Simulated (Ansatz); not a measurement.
# What a change does: single-point calculation on Ti

System: Ti (3 atoms in the cell).
Method of run A: DFT, m-r2SCAN, plane waves (500 eV) with PAW, scalar-relativistic, spin-polarised (Ansatz 0.2.0).

Text and figures count atoms from 1; the logs count them from 0 in places.

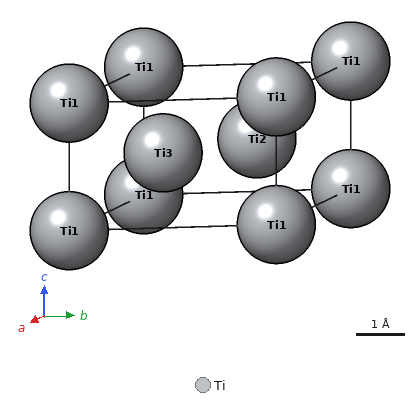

Figure 1. The structure as given in the input (spheres-only view of the cell of the calculation, seen slightly off an axis; atoms are numbered from 1 in the order of the input).

**Input file, run A**
```yaml
crystal:
  lattice:
    - [4.3773312215, 0.0, 0.0]
    - [-2.1886656107, 3.7908800386, 0.0]
    - [0.0, 0.0, 2.7065396498]
  atoms:
    - { symbol: Ti, position: [1.0, 1.0, 0.0], spin: 1.0 }
    - { symbol: Ti, position: [0.3333333333, 0.6666666667, 0.5], spin: 1.0 }
    - { symbol: Ti, position: [0.6666666667, 0.3333333333, 0.5], spin: 1.0 }
hamiltonian:
  xc: mr2scan
  pseudopotentials:
    kind: paw
    azcp:
      Ti: "pseudopotentials/Ti.paw.azcp"
basis:
  ecutwfc: 500
  fft_grid_basis: typed
kpoints:
  mp_grid: { grid: [11, 11, 15], shift: [0, 0, 0] }
magnetization:
  spin_polarized: true
scf:
  occupations: { method: fermi_dirac, width: 0.05 }
output:
  stress: true
```

Hardware: 2 threads of an Arm (aarch64) CPU, shared host.

**Output, shortened to warnings, some set-up lines, iterations and results (run A)**
```
WARN: the starting moments were not kept: the SCF closed with an absolute magnetisation of 3.0e-5 μB, where they sum to 3 μB in size (3 sites). That is at most 0.1 of that sum. Measured as dr2_m measures the in/out step, that magnetisation stands 1.3e-10 eV from none, at or under the dr2_threshold of 1.0e-7 eV: it is no larger than a step whose dr2_m would equal this threshold. The system may …
Basis set: ecut = 500 eV, 1131 PW (Γ), exchange–correlation on 128×128×80 points (64 copies of the dense FFT grid, shifted against one another)
Symmetry: 24 space group operations
k-points: 128 of 1815
Initial density: superposition of atomic densities (chi_scale 0.1, normalization cell)
[...]
SCF iter   1: F=—  HF=-7512.431881 eV  |F-HF|=—  |Δ(HF+E_count)|=         —  Δρ=7.16e-2 (↑7.16e-2 ↓2.31e-2)  dr2=2.08e0  dr2_τ=4.36e-2  dr2_m=7.00e-1  M=1.304 μB ∫|m|=1.304 …
SCF iter   2: F=—  HF=-7512.185262 eV  |F-HF|=—  |Δ(HF+E_count)|=   2.47e-1  Δρ=4.17e-2 (↑4.17e-2 ↓1.56e-2)  dr2=9.07e-1  dr2_τ=5.86e-3  dr2_m=2.11e-1  M=1.095 μB ∫|m|=1.095 …
SCF iter   3: F=—  HF=-7512.399582 eV  |F-HF|=—  |Δ(HF+E_count)|=   2.14e-1  Δρ=7.31e-3 (↑6.69e-3 ↓7.31e-3)  dr2=3.71e-2  dr2_τ=1.36e-3  dr2_m=5.59e-3  M=0.542 μB ∫|m|=0.542 …
SCF iter   4: F=—  HF=-7512.803867 eV  |F-HF|=—  |Δ(HF+E_count)|=         —  Δρ=9.64e-3 (↑8.24e-3 ↓9.64e-3)  dr2=1.21e-2  dr2_τ=1.81e-3  dr2_m=2.75e-2  M=-0.007 μB ∫|m|=0.049 …
SCF iter   5: F=—  HF=-7512.815092 eV  |F-HF|=—  |Δ(HF+E_count)|=   1.12e-2  Δρ=6.24e-3 (↑5.28e-3 ↓6.24e-3)  dr2=4.55e-3  dr2_τ=1.79e-4  dr2_m=1.13e-2  M=0.022 μB ∫|m|=0.044 …
[... 8 lines ...]
SCF iter  14: F=—  HF=-7512.840066 eV  |F-HF|=—  |Δ(HF+E_count)|=   2.23e-8  Δρ=1.51e-6 (↑1.40e-6 ↓1.51e-6)  dr2=1.96e-10  dr2_τ=1.41e-11  dr2_m=7.15e-10  M=-0.000 μB …
SCF iter  15: F=—  HF=-7512.840066 eV  |F-HF|=—  |Δ(HF+E_count)|=  5.03e-10  Δρ=1.34e-6 (↑1.19e-6 ↓1.34e-6)  dr2=6.91e-11  dr2_τ=1.35e-11  dr2_m=6.10e-10  M=-0.000 μB …
SCF iter  16: F=—  HF=-7512.840066 eV  |F-HF|=—  |Δ(HF+E_count)|=  7.03e-10  Δρ=8.95e-7 (↑8.95e-7 ↓8.29e-7)  dr2=5.85e-11  dr2_τ=5.45e-12  dr2_m=2.88e-10  M=0.000 μB …
SCF iter  17: F=-7512.840066 eV  HF=-7512.840066 eV  |F-HF|=1.82e-12  |Δ(HF+E_count)|=  7.40e-10  Δρ=3.70e-7 (↑3.70e-7 ↓3.06e-7)  dr2=1.20e-10  dr2_τ=1.03e-12  dr2_m=2.79e-11 …
SCF 1 converged in 17 iterations: F = -7512.840066 eV  dr2 = 1.20e-10
WARN: the starting moments were not kept: the SCF closed with an absolute magnetisation of 3.0e-5 μB, where they sum to 3 μB in size (3 sites). That is at most 0.1 of that sum. Measured as dr2_m measures the in/out step, that magnetisation stands 1.3e-10 eV from none, at or under the dr2_threshold …
this state was not tested for a lower state beside it, because the mixer in use, unlike msr1, does not test its closes by its own steps (another_mixer; see scf.mixing.algorithm and scf.lower_state_search)
SCF converged after 17 iterations
Magnetization: 0.0000 μB (18.0000 up, 18.0000 down)
Absolute magnetization: 0.0000 μB (∫|ρ↑−ρ↓|, with the PAW one-centre terms)
Spin contamination: 0.0000 ħ² per cell (⟨S²⟩ above its minimum at these occupations)
Per-site moments (μB) at R_I (Å): [(1.1895381194131973e-5, 1.1164476055424999), (-5.507164426245961e-6, 1.042492010614693), (-5.507164426360094e-6, 1.042492010614693)]
Free energy (F): -7512.840066 eV
Harris-Foulkes:  -7512.840066 eV  (|F-HF|=1.82e-12)
Internal energy: -7512.819885 eV  (E = F + TS)
E sigma→0 (E₀):  -7512.829976 eV
Entropy (-TS):   -0.020182 eV (-6.727 meV/atom)
Fermi energy:    15.799879 eV
--- Per-component energies (eV) ---
  E_band       = -418.948464
  E_kinetic    = 830.094717
[...]
```

The input of run B differs as follows (lines with − go, lines with + come):
```diff
-    - [4.3773312215, 0.0, 0.0]
-    - [-2.1886656107, 3.7908800386, 0.0]
-    - [0.0, 0.0, 2.7065396498]
+    - [4.4426741568, 0.0, 0.0]
+    - [-2.2213370784, 3.8474686805, 0.0]
+    - [0.0, 0.0, 2.7469417204]
```

What does this change do to the results?

With the same functional and potentials, run B lies 63.9 meV per atom lower. The pressure goes from 18.88 to 11.43 GPa. The volume per atom goes from 14.97 to 15.65 Å³. The cell is scaled evenly with the atoms at fixed fractional positions, so −ΔP/Δ ln V estimates the bulk modulus midway between the two volumes: about 170 GPa. The SCF takes 18 iterations against 17. The plane waves at Γ go from 1131 to 1181.

**Output, shortened to warnings, some set-up lines, iterations and results (run B)**
```
WARN: the starting moments were not kept: the SCF closed with an absolute magnetisation of 5.4e-6 μB, where they sum to 3 μB in size (3 sites). That is at most 0.1 of that sum. Measured as dr2_m measures the in/out step, that magnetisation stands 3.7e-12 eV from none, at or under the dr2_threshold of 1.0e-7 eV: it is no larger than a step whose dr2_m would equal this threshold. The system may …
Basis set: ecut = 500 eV, 1181 PW (Γ), exchange–correlation on 144×144×96 points (64 copies of the dense FFT grid, shifted against one another)
Symmetry: 24 space group operations
k-points: 128 of 1815
Initial density: superposition of atomic densities (chi_scale 0.1, normalization cell)
[...]
SCF iter   1: F=—  HF=-7512.876510 eV  |F-HF|=—  |Δ(HF+E_count)|=         —  Δρ=7.03e-2 (↑7.03e-2 ↓2.15e-2)  dr2=2.20e0  dr2_τ=4.21e-2  dr2_m=6.81e-1  M=1.346 μB ∫|m|=1.346 …
SCF iter   2: F=—  HF=-7512.520930 eV  |F-HF|=—  |Δ(HF+E_count)|=   3.56e-1  Δρ=4.05e-2 (↑4.05e-2 ↓1.47e-2)  dr2=9.56e-1  dr2_τ=5.73e-3  dr2_m=1.97e-1  M=1.134 μB ∫|m|=1.134 …
SCF iter   3: F=—  HF=-7512.604982 eV  |F-HF|=—  |Δ(HF+E_count)|=   8.41e-2  Δρ=7.39e-3 (↑6.61e-3 ↓7.39e-3)  dr2=3.85e-2  dr2_τ=1.43e-3  dr2_m=6.02e-3  M=0.566 μB ∫|m|=0.566 …
SCF iter   4: F=—  HF=-7513.002170 eV  |F-HF|=—  |Δ(HF+E_count)|=         —  Δρ=9.85e-3 (↑8.41e-3 ↓9.85e-3)  dr2=1.33e-2  dr2_τ=1.93e-3  dr2_m=3.01e-2  M=0.002 μB ∫|m|=0.055 …
SCF iter   5: F=—  HF=-7513.010105 eV  |F-HF|=—  |Δ(HF+E_count)|=   7.94e-3  Δρ=6.43e-3 (↑5.45e-3 ↓6.43e-3)  dr2=4.98e-3  dr2_τ=1.99e-4  dr2_m=1.26e-2  M=0.029 μB ∫|m|=0.051 …
[... 9 lines ...]
SCF iter  15: F=—  HF=-7513.031756 eV  |F-HF|=—  |Δ(HF+E_count)|=   1.93e-9  Δρ=5.48e-7 (↑5.48e-7 ↓4.63e-7)  dr2=1.04e-10  dr2_τ=6.27e-12  dr2_m=4.75e-11  M=-0.000 μB …
SCF iter  16: F=—  HF=-7513.031756 eV  |F-HF|=—  |Δ(HF+E_count)|=   1.53e-9  Δρ=1.20e-6 (↑1.20e-6 ↓8.99e-7)  dr2=2.01e-10  dr2_τ=2.48e-11  dr2_m=4.46e-10  M=-0.000 μB …
SCF iter  17: F=—  HF=-7513.031756 eV  |F-HF|=—  |Δ(HF+E_count)|=   1.31e-9  Δρ=5.42e-7 (↑5.42e-7 ↓2.98e-7)  dr2=1.40e-10  dr2_τ=4.06e-12  dr2_m=6.32e-11  M=-0.000 μB …
SCF iter  18: F=-7513.031756 eV  HF=-7513.031756 eV  |F-HF|=3.00e-11  |Δ(HF+E_count)|=  2.20e-10  Δρ=1.73e-7 (↑1.00e-7 ↓1.73e-7)  dr2=5.67e-11  dr2_τ=3.76e-13  dr2_m=1.90e-12 …
SCF 1 converged in 18 iterations: F = -7513.031756 eV  dr2 = 5.67e-11
WARN: the starting moments were not kept: the SCF closed with an absolute magnetisation of 5.4e-6 μB, where they sum to 3 μB in size (3 sites). That is at most 0.1 of that sum. Measured as dr2_m measures the in/out step, that magnetisation stands 3.7e-12 eV from none, at or under the dr2_threshold …
this state was not tested for a lower state beside it, because the mixer in use, unlike msr1, does not test its closes by its own steps (another_mixer; see scf.mixing.algorithm and scf.lower_state_search)
SCF converged after 18 iterations
Magnetization: -0.0000 μB (18.0000 up, 18.0000 down)
Absolute magnetization: 0.0000 μB (∫|ρ↑−ρ↓|, with the PAW one-centre terms)
Spin contamination: 0.0000 ħ² per cell (⟨S²⟩ above its minimum at these occupations)
Per-site moments (μB) at R_I (Å): [(2.0455791433618976e-6, 1.133113459665), (-9.96458228521647e-7, 1.058053887140994), (-9.964582285779886e-7, 1.058053887140994)]
Free energy (F): -7513.031756 eV
Harris-Foulkes:  -7513.031756 eV  (|F-HF|=3.00e-11)
Internal energy: -7513.011939 eV  (E = F + TS)
E sigma→0 (E₀):  -7513.021848 eV
Entropy (-TS):   -0.019817 eV (-6.606 meV/atom)
Fermi energy:    15.016942 eV
--- Per-component energies (eV) ---
  E_band       = -448.634513
  E_kinetic    = 825.827915
[...]
```

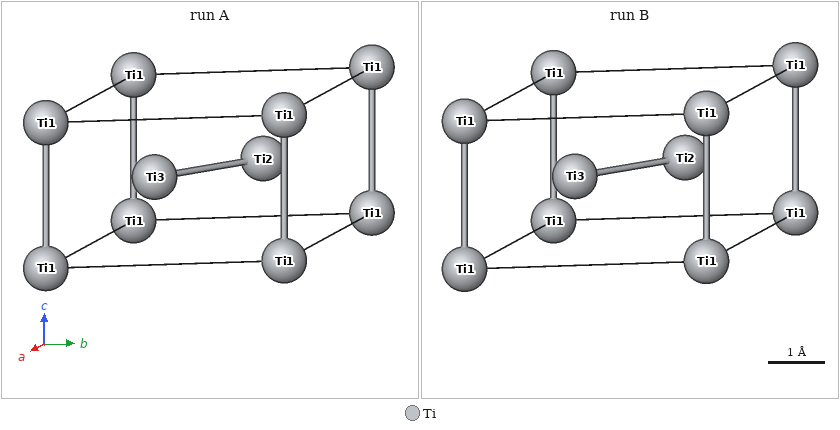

Figure 2. The two input geometries at one scale (ball-and-stick view of the cell of the calculation, seen slightly off an axis). No atom moves by more than 0.005 Å relative to the cell. The volume changes by +4.5 %, with a = b 4.377 → 4.443 Å (+1.5 %), c 2.707 → 2.747 Å (+1.5 %). Among the contacts that change: Ti1–Ti1 2.707 → 2.747 Å, Ti2–Ti3 2.527 → 2.565 Å.

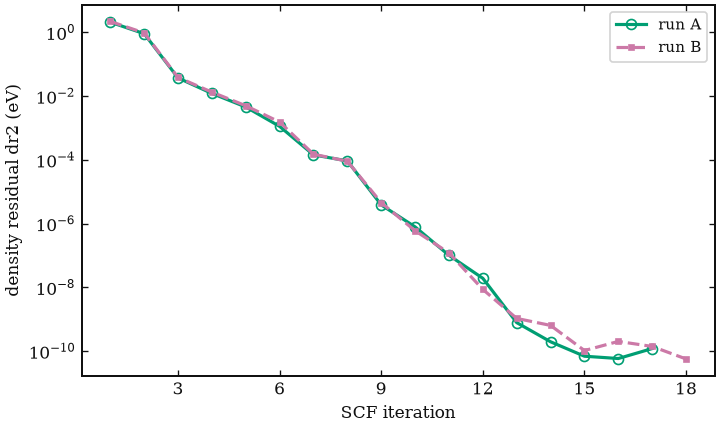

Figure 3. Convergence of the two runs: density residual dr2 against the SCF iteration. Run A takes 17 iterations in all, and run B takes 18.

**The two runs side by side**

| quantity | run A | run B |
| --- | --- | --- |
| outcome | converged | converged |
| free energy per atom (eV) | −2504.2800 | −2504.3439 |
| energy per atom, smearing taken to zero (eV) | −2504.2767 | −2504.3406 |
| net moment of the cell (μB) | 0.00 | 0.00 |
| absolute moment of the cell (μB) | 0.00 | 0.00 |
| pressure (GPa) | 18.88 | 11.43 |
| volume per atom (Å³) | 14.97 | 15.65 |
| SCF iterations | 17 | 18 |
| irreducible k-points | 128 | 128 |
| plane waves at Γ | 1131 | 1181 |
| wall time (shared host) | 30 s | 38 s |

For both runs: Warnings: some starting moments were not kept; the state was not tested for a lower one. For run A: The cell is under a pressure of 18.9 GPa at this level, so it is not at its equilibrium volume. For run B: The cell is under a pressure of 11.4 GPa at this level, so it is not at its equilibrium volume.
